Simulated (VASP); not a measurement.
# CdO: geometry relaxation (part 1 of 2)

The run: geometry relaxation of CdO (Fm-3m, 2 atoms in the cell). Method and program: Kohn-Sham DFT of a periodic cell, PBE, VASP PAW PBE potentials, recommended, no spin polarisation (VASP 6.6.1).

The structure derives from an entry of the Crystallography Open Database.

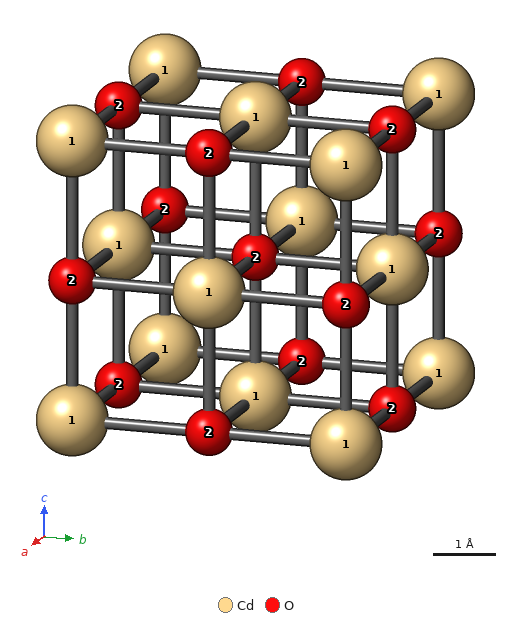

Fig. 1: The structure as given in the input (ball-and-stick view of the cell 4 times as large as that of the calculation, set on its symmetry axes, seen slightly off an axis; atoms are numbered from 1 in the order of the input). Near neighbours in the crystal (not all of them lie inside the picture): Cd has 6 O at 2.35 Å; O has 6 Cd at 2.35 Å.

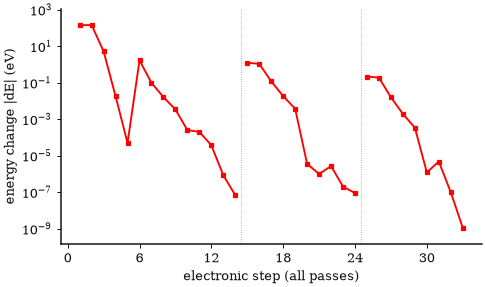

Fig. 2: Convergence of the self-consistent field: energy change |dE| against the electronic step. Each stretch between dotted lines is the SCF of one geometry step of a relaxation. The 3 ionic steps take 9 to 14 electronic steps each. The density is held fixed in the first few steps, and dE rises again when its update begins.

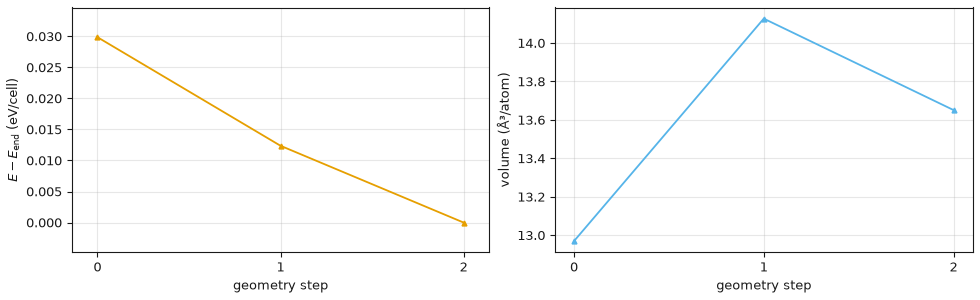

Fig. 3: Progress of the relaxation, step by step (steps are counted from 0).

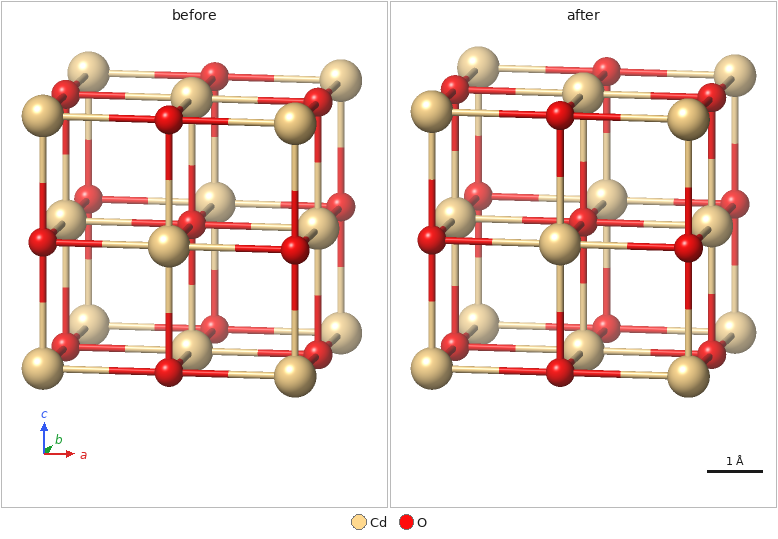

Fig. 4: Before (left) and after (right) the relaxation, at one scale (ball-and-stick view of the cell 4 times as large as that of the calculation, set on its symmetry axes, seen slightly off an axis). After 2 geometry steps the energy has fallen by 29.9 meV per cell of the calculation. All forces vanish by symmetry, so only the cell relaxes. No atom moves by more than 0.005 Å relative to the cell. Cell: a = b = c 4.699 → 4.780 Å (+1.7 %). Volume +5.3 %. Distances before and after: Cd1–O2 2.349 → 2.390 Å. The space group stays Fm-3m (No. 225). (Atoms are counted from 1 in the order of the input.)

These pictures come from the run below.

### INCAR
```
SYSTEM = CdO
ALGO = Fast
EDIFF = 1E-7
EDIFFG = -0.002
ENCUT = 700
GGA = PE
IBRION = 2
ISIF = 3
ISMEAR = 0
LASPH = .True.
LCHARG = .False.
LREAL = .False.
LWAVE = .False.
NELM = 100
NSW = 80
PREC = Accurate
SIGMA = 0.02
```

### KPOINTS
```
k-points
0
Gamma
  12 12 12
  0 0 0
```

### POSCAR
```
CdO
1.0
    0.0000000000      2.3495000000      2.3495000000
    2.3495000000      0.0000000000      2.3495000000
    2.3495000000      2.3495000000      0.0000000000
Cd O
1 1
Direct
    0.0000000000      0.0000000000      0.0000000000
    0.5000000000      0.5000000000      0.5000000000
```

Launch command:
```bash
cat potpaw_PBE.64/Cd/POTCAR potpaw_PBE.64/O/POTCAR > POTCAR
mpirun -np 1 vasp_std > vasp.out
```

### OSZICAR
```
N       E                     dE             d eps       ncg     rms          rms(c)
DAV:   1     0.141112005806E+03    0.14111E+03   -0.12634E+04  1936   0.180E+03
DAV:   2    -0.422004393833E+01   -0.14533E+03   -0.13483E+03  2067   0.371E+02
DAV:   3    -0.949279790233E+01   -0.52728E+01   -0.52568E+01  2067   0.782E+01
DAV:   4    -0.951107752574E+01   -0.18280E-01   -0.18279E-01  2057   0.457E+00
DAV:   5    -0.951112738800E+01   -0.49862E-04   -0.49862E-04  2042   0.221E-01    0.105E+01
RMM:   6    -0.781919641356E+01    0.16919E+01   -0.48315E+00  1872   0.152E+01    0.986E+00
RMM:   7    -0.772002507088E+01    0.99171E-01   -0.23200E-01  1872   0.507E+00    0.461E+00
RMM:   8    -0.770374179146E+01    0.16283E-01   -0.74243E-02  1872   0.294E+00    0.986E-01
RMM:   9    -0.770032006464E+01    0.34217E-02   -0.47683E-03  1872   0.756E-01    0.133E-01
RMM:  10    -0.770057269825E+01   -0.25263E-03   -0.26192E-03  1874   0.375E-01    0.153E-01
RMM:  11    -0.770036887915E+01    0.20382E-03   -0.17083E-04  1872   0.104E-01    0.572E-02
RMM:  12    -0.770033141203E+01    0.37467E-04   -0.18564E-04  1872   0.102E-01    0.570E-03
RMM:  13    -0.770033056090E+01    0.85113E-06   -0.44799E-06  1745   0.197E-02    0.208E-03
RMM:  14    -0.770033049176E+01    0.69139E-07   -0.43222E-07  1461   0.679E-03
   1 F= -.77003305E+01 E0= -.77003166E+01  d E =-.770033E+01
       N       E                     dE             d eps       ncg     rms          rms(c)
DAV:   1    -0.895001403382E+01   -0.12497E+01   -0.27335E+01  1897   0.778E+01    0.926E+00
RMM:   2    -0.785963618662E+01    0.10904E+01   -0.26590E+00  1872   0.206E+01    0.331E+00
RMM:   3    -0.774015423568E+01    0.11948E+00   -0.25052E-01  1872   0.558E+00    0.294E+00
RMM:   4    -0.772160615483E+01    0.18548E-01   -0.29742E-02  1872   0.158E+00    0.174E+00
RMM:   5    -0.771783427364E+01    0.37719E-02   -0.43008E-03  1872   0.803E-01    0.810E-02
RMM:   6    -0.771783068198E+01    0.35917E-05   -0.90388E-04  1872   0.326E-01    0.720E-02
RMM:   7    -0.771783168887E+01   -0.10069E-05   -0.17305E-04  1872   0.186E-01    0.528E-02
RMM:   8    -0.771782897936E+01    0.27095E-05   -0.15967E-05  1872   0.458E-02    0.954E-03
RMM:   9    -0.771782918327E+01   -0.20391E-06   -0.20719E-06  1871   0.143E-02    0.344E-03
RMM:  10    -0.771782927330E+01   -0.90037E-07   -0.16896E-07  1196   0.448E-03
   2 F= -.77178293E+01 E0= -.77178149E+01  d E =-.174988E-01
       N       E                     dE             d eps       ncg     rms          rms(c)
DAV:   1    -0.793769589558E+01   -0.21987E+00   -0.43905E+00  1917   0.298E+01    0.322E+00
RMM:   2    -0.774842576262E+01    0.18927E+00   -0.46333E-01  1872   0.830E+00    0.105E+00
RMM:   3    -0.773251755168E+01    0.15908E-01   -0.43664E-02  1872   0.209E+00    0.793E-01
RMM:   4    -0.773054695129E+01    0.19706E-02   -0.34051E-03  1872   0.529E-01    0.441E-01
RMM:   5    -0.773020024179E+01    0.34671E-03   -0.59690E-04  1872   0.322E-01    0.480E-02
RMM:   6    -0.773019901730E+01    0.12245E-05   -0.60618E-05  1872   0.915E-02    0.221E-02
RMM:   7    -0.773020382499E+01   -0.48077E-05   -0.11245E-05  1872   0.452E-02    0.768E-03
RMM:   8    -0.773020372525E+01    0.99746E-07   -0.13095E-06  1867   0.121E-02    0.739E-04
RMM:   9    -0.773020372412E+01    0.11312E-08   -0.15336E-07  1233   0.399E-03
   3 F= -.77302037E+01 E0= -.77301896E+01  d E =-.298732E-01
```

### Parts of OUTCAR
```
SYSTEM = CdO
   EDIFF = 1E-7
   EDIFFG = -0.002
   ENCUT = 700
   GGA = PE
   IBRION = 2
   ISIF = 3
   ISMEAR = 0
   LASPH = .True.
   LREAL = .False.
   NELM = 100
   NSW = 80
   PREC = Accurate

 ion  position               nearest neighbor table
   1  0.000  0.000  0.000-   2 2.35   2 2.35   2 2.35   2 2.35   2 2.35   2 2.35
   2  0.500  0.500  0.500-   1 2.35   1 2.35   1 2.35   1 2.35   1 2.35   1 2.35

  LATTYP: Found a face centered cubic cell.
 ALAT       =     4.6990000000

  Lattice vectors:

 A1 = (   0.0000000000,   2.3495000000,   2.3495000000)
 A2 = (   2.3495000000,   0.0000000000,   2.3495000000)
 A3 = (   2.3495000000,   2.3495000000,   0.0000000000)

Analysis of symmetry for initial positions (statically):
=====================================================================
 Subroutine PRICEL returns:
 Original cell was already a primitive cell.

 Routine SETGRP: Setting up the symmetry group for a
 face centered cubic supercell.

 Subroutine GETGRP returns: Found 48 space group operations
 (whereof 48 operations were pure point group operations)
 out of a pool of 48 trial point group operations.

The static configuration has the point symmetry O_h .

Analysis of symmetry for dynamics (positions and initial velocities):
=====================================================================
 Subroutine PRICEL returns:
 Original cell was already a primitive cell.

 Routine SETGRP: Setting up the symmetry group for a
 face centered cubic supercell.

 Subroutine GETGRP returns: Found 48 space group operations
 (whereof 48 operations were pure point group operations)
 out of a pool of 48 trial point group operations.

The dynamic configuration has the point symmetry O_h .

 Subroutine INISYM returns: Found 48 space group operations
 (whereof 48 operations are pure point group operations),
 and found     1 'primitive' translations

----------------------------------------------------------------------------------------

                                     Primitive cell

  volume of cell :      25.9392

  direct lattice vectors                    reciprocal lattice vectors
     0.000000000  2.349500000  2.349500000    -0.212811236  0.212811236  0.212811236
     2.349500000  0.000000000  2.349500000     0.212811236 -0.212811236  0.212811236
     2.349500000  2.349500000  0.000000000     0.212811236  0.212811236 -0.212811236

  length of vectors
     3.322694765  3.322694765  3.322694765     0.368599874  0.368599874  0.368599874

  position of ions in fractional coordinates (direct lattice)
     0.000000000  0.000000000  0.000000000
     0.500000000  0.500000000  0.500000000

  ion indices of the primitive-cell ions
   primitive index   ion index
                 1           1
                 2           2

----------------------------------------------------------------------------------------

 KPOINTS: k-points

Automatic generation of k-mesh.
 Grid dimensions read from file:
 generate k-points for:   12   12   12

 Generating k-lattice:

  Cartesian coordinates                     Fractional coordinates (reciprocal lattice)
    -0.017734270  0.017734270  0.017734270     0.083333333  0.000000000  0.000000000
     0.017734270 -0.017734270  0.017734270     0.000000000  0.083333333  0.000000000
     0.017734270  0.017734270 -0.017734270     0.000000000  0.000000000  0.083333333

  Length of vectors
     0.030716656  0.030716656  0.030716656

  Shift w.r.t. Gamma in fractional coordinates (k-lattice)
     0.000000000  0.000000000  0.000000000

 Subroutine IBZKPT returns following result:
 ===========================================

 Found     72 irreducible k-points:

 Following reciprocal coordinates:
            Coordinates               Weight
  0.000000  0.000000  0.000000      1.000000
  0.083333  0.000000  0.000000      8.000000
  0.166667  0.000000  0.000000      8.000000
  0.250000  0.000000  0.000000      8.000000
  0.333333  0.000000  0.000000      8.000000
  0.416667  0.000000  0.000000      8.000000
  0.500000  0.000000  0.000000      4.000000
  0.083333  0.083333  0.000000      6.000000
  0.166667  0.083333  0.000000     24.000000
  0.250000  0.083333  0.000000     24.000000
  0.333333  0.083333  0.000000     24.000000
  0.416667  0.083333  0.000000     24.000000
  0.500000  0.083333  0.000000     24.000000
 -0.416667  0.083333  0.000000     24.000000
 -0.333333  0.083333  0.000000     24.000000
 -0.250000  0.083333  0.000000     24.000000
 -0.166667  0.083333  0.000000     24.000000
 -0.083333  0.083333  0.000000     12.000000
  0.166667  0.166667  0.000000      6.000000
  0.250000  0.166667  0.000000     24.000000
  0.333333  0.166667  0.000000     24.000000
  0.416667  0.166667  0.000000     24.000000
  0.500000  0.166667  0.000000     24.000000
 -0.416667  0.166667  0.000000     24.000000
 [... further k-points ...]
```
